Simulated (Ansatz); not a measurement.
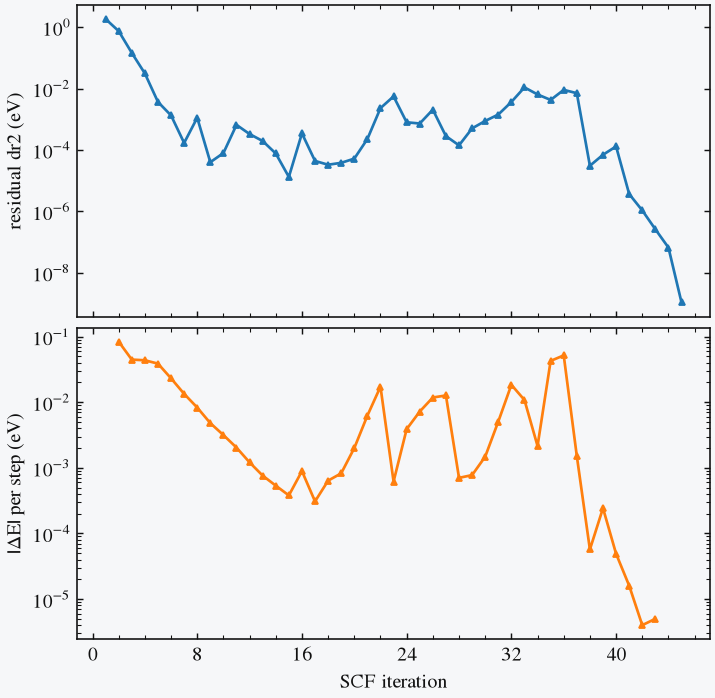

The plot shows the SCF iterations of a calculation: density residual dr2, step-to-step change of the Harris–Foulkes energy. Energy differences below 3 × 10⁻⁶ eV aren't drawn.

SrVO3 (5 atoms in the cell), run with Ansatz.

```
crystal:
  lattice:
    - [3.96964476, 0.0, 0.0]
    - [0.0, 3.96964476, 0.0]
    - [0.0, 0.0, 3.96964476]
  atoms:
    - { symbol: V, position: [0.0, 0.0, 0.0], spin: 0.9, spin_axis: [0, 0, 1] }
    - { symbol: O, position: [0.5, 0.0, 0.0] }
    - { symbol: O, position: [0.0, 0.5, 0.0] }
    - { symbol: O, position: [0.0, 0.0, 0.5] }
    - { symbol: Sr, position: [0.5, 0.5, 0.5] }
kpoints:
  mp_grid: { grid: [5, 5, 5], shift: [0, 0, 0] }
magnetization:
  noncollinear: true
  spin_orbit: true
scf:
  occupations: { method: fermi_dirac }
hamiltonian:
  pseudopotentials: { kind: paw_fr }
  xc: pbe
  hubbard:
    projectors: all-electron-ortho-atomic
    sites: [{ species: V, l: d, u_eff: 3.88 }]
basis:
  ecutwfc: 420
  xc_grid: 4
output:
  forces: true
  stress: true
  eigenvalues: true
  write_density: true
  write_potential: true
  elf: true
  volumetric_format: npy
```

Run as:
```bash
ansatz run input.yaml --threads 1 --pin off --max-ram 2560MiB --backend cpu --events-out ev --progress --plain --runs-dir out
```

Q: Did the calculation converge?

A: Converged, in 45 iterations. The residual falls unevenly and jumps up by a factor of two or more 12 times on the way down, most sharply at step 16 (by a factor of about 25). The program keeps the magnetisation out of the quasi-Newton mixer until iteration 14 and then restarts the mixer with it. From the first spectrum the program read the system as an insulator and chose the Resta preconditioner.
